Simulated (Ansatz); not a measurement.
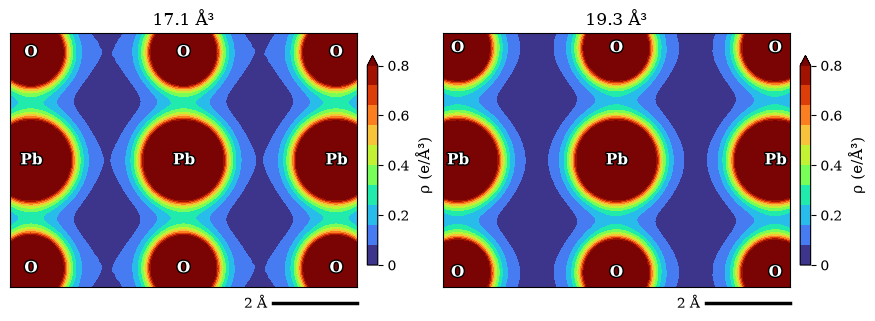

PbO. The valence charge density (pseudo) of cells scaled evenly to different volumes (given per atom above each panel), on the (11̄0) plane of each (indices in the axes of the cell below), at one length scale and on one colour scale.

These are results of DFT, PBE, PAW with Ansatz's default frozen-core files, scalar-relativistic in Ansatz, not measurements.

In a PAW calculation such maps are meaningful between the atoms, not at the nuclei.

The largest cell:

```
Pb O
1.0
     0.00000    2.68392    2.68392
     2.68392    0.00000    2.68392
     2.68392    2.68392    0.00000
Pb O
1 1
Direct
  0.00000 0.00000 0.00000
  0.50000 0.50000 0.50000
```

| volume (Å³/atom) | Pb–O contact in the plane (Å) | ρ at its midpoint (e/Å³) | pressure (GPa) | 
| --- | --- | --- | --- |
| 17.15 | 2.579 | 0.287 | 6.1 | 
| 18.24 | 2.632 | ? | ? | 
| 19.33 | 2.684 | 0.235 | −4.4 | 

Question: Estimate the missing row, and compare with the calculation.

Answer: Over the known rows ln ρ falls by 1.90 per Å of Pb–O distance (the line through the two), which gives 0.259 e/Å³ at 2.632 Å; the calculation gives 0.259 e/Å³. For the pressure, a straight line in volume between the neighbouring rows gives 0.8 GPa; the calculation gives 0.0, lower because pressure rises ever faster on compression.
